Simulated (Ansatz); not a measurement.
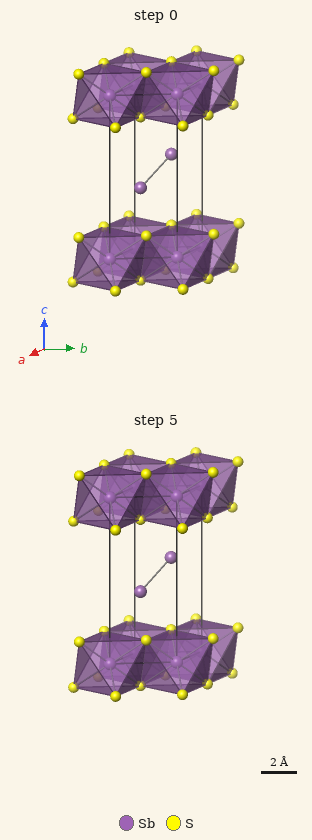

The structure of crystalline Sb3S2 (built on the A-type sesquioxide_164 type) before (top) and after (bottom) a relaxation, at one scale.

A polyhedral model of the cell of the calculation, seen slightly off an axis.

Case: anti-A-type sesquioxide type (P-3m1, No. 164).

Theory: DFT PBE, scalar-relativistic, plane waves, PAW in Ansatz.

Input file:
```yaml
crystal:
  lattice:
    - [3.9916079022, 0.0, 0.0]
    - [-1.9958039511, 3.4568338453, 0.0]
    - [0.0, 0.0, 9.6977766139]
  atoms:
    - { symbol: Sb, position: [0.0, 0.0, 0.0] }
    - { symbol: Sb, position: [0.3333333333, 0.6666666667, 0.5903801165] }
    - { symbol: Sb, position: [0.6666666667, 0.3333333333, 0.4096198835] }
    - { symbol: S, position: [0.3333333333, 0.6666666667, 0.1563916717] }
    - { symbol: S, position: [0.6666666667, 0.3333333333, 0.8436083283] }
basis:
  ecutwfc: 420
kpoints:
  mp_grid: { grid: [12, 12, 4] }
hamiltonian:
  xc: pbe
scf:
  occupations: { method: gaussian, width: 0.1 }
output:
  forces: true
  stress: true
  eigenvalues: true
relax:
  adjacent_minimum: "off"
  f_tol: 0.01
  max_steps: 80
  cell: { stress_tol: 0.05 }
```

Run as
```bash
ansatz run input.yaml --threads 1 --pin off --max-ram 2560MiB --backend cpu --events-out ev --progress --plain --runs-dir out
```

### Summarise the run.

Over 4 accepted moves (5 points after the start) the energy falls by 1.3 meV per atom. Largest force component: 0.043 eV/Å at the start, 0.0042 eV/Å at the end. The pressure goes from −0.04 to −0.03 GPa. The SCF was repeated once at an unchanged geometry on a basis and grid sized afresh for the cell, which shifted the energy by less than 0.05 meV per atom at most. The atoms keep their places relative to the cell (all moves are under 0.005 Å). The drawn cell changes as follows: a = b 3.992 → 3.954 Å (−0.9 %), c 9.698 → 9.866 Å (+1.7 %); the volume changes by −0.2 %. The space group stays P-3m1 (No. 164). The run took 82 s on 1 thread of Arm Neoverse V2 (shared host), peak memory 0.53 GiB.
